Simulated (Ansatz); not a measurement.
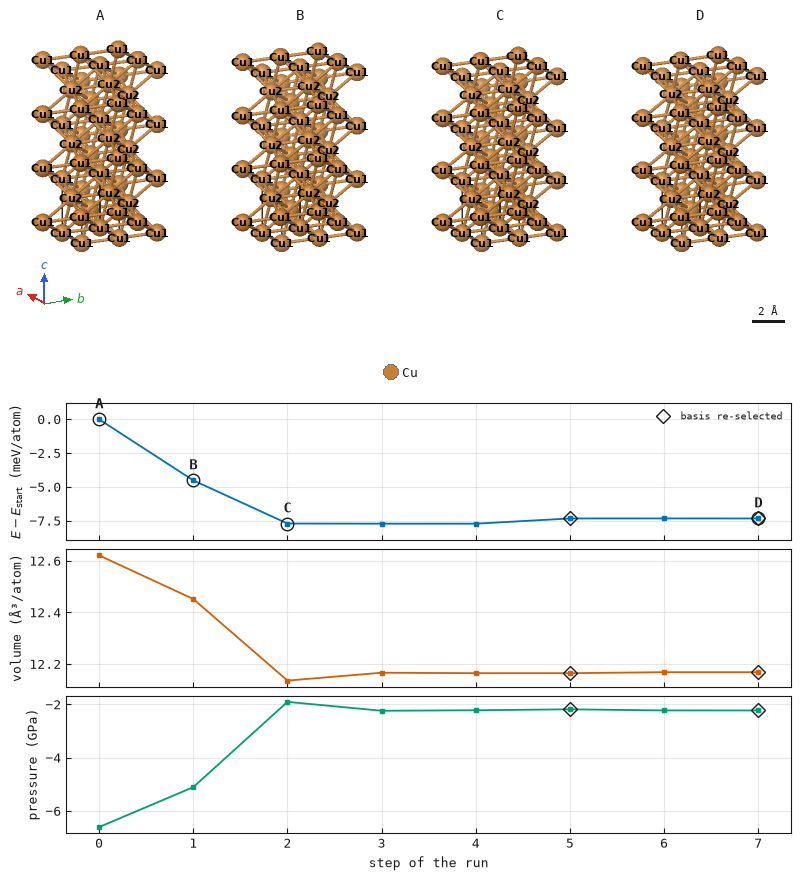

Frames of a relaxation of crystalline Cu (set up in I4/mmm), marked on the history of the run. The picture is a ball-and-stick view of the cell of the calculation, repeated 2 × 2 × 3 with one cell outlined, seen from a free direction.

Case: biaxial strain in the a-b plane of +4.0 %; c and atoms relaxed.

Theory: DFT PBE, scalar-relativistic, plane waves, PAW in Ansatz 0.2.0.

Input
```yaml
crystal:
  lattice:
    - [1.8874974613, 1.8874974613, 0.0]
    - [-1.8874974613, 1.8874974613, 0.0]
    - [0.0, 0.0, 3.5426875427]
  atoms:
    - { symbol: Cu, position: [0.0, 0.0, 0.0] }
    - { symbol: Cu, position: [0.5, 0.5, 0.5] }
basis:
  ecutwfc: 420
kpoints:
  mp_grid: { grid: [20, 20, 14] }
hamiltonian:
  xc: pbe
scf:
  occupations: { method: gaussian, width: 0.1 }
output:
  forces: true
  stress: true
  eigenvalues: true
relax:
  adjacent_minimum: "off"
  f_tol: 0.008
  max_steps: 40
  cell: { stress_tol: 0.015, fix: [a, b, gamma] }
```

Run as
```bash
ansatz run input.yaml --threads 1 --pin off --max-ram 2560MiB --backend cpu --events-out ev --progress --plain --runs-dir out
```

Q: What happens along the run?

A: Over 5 accepted moves (7 points after the start) the energy falls by 7.3 meV per atom. All forces vanish by symmetry, so only the cell relaxes. Pressure: −6.60 GPa at the start and −2.22 GPa at the end. At 2 points the geometry stayed and the basis and grid were re-selected for the new cell (energy shift of 0.4 meV per atom at most each time). No atom moves by more than 0.005 Å relative to the cell. The volume changes by −3.6 %, with a = b unchanged at 2.669 Å, c 3.543 → 3.416 Å (−3.6 %). Among the contacts that change: Cu1–Cu2 2.588 → 2.545 Å. The space group stays I4/mmm (No. 139). The run took 2.2 min on 1 thread of Arm Neoverse V1, with other jobs on the host, peak memory 0.53 GiB. From step 0 to 1: volume −1.3 %, energy −4.5 meV per atom. From step 1 to 2: volume −2.5 %, energy −3.2 meV per atom. From step 2 to 7: volume +0.3 %, energy +0.4 meV per atom.

```
step  E − E(0), meV/atom  pressure, GPa  volume, Å³/atom                      note
   0                0.00          -6.60           12.621                          
   1               -4.51          -5.10           12.452                          
   2               -7.70          -1.90           12.136                          
   3               -7.71          -2.24           12.166                          
   4               -7.71          -2.22           12.165                          
   5               -7.33          -2.18           12.165  same geometry, new basis
   6               -7.33          -2.22           12.169                          
   7               -7.33          -2.22           12.169  same geometry, new basis
```
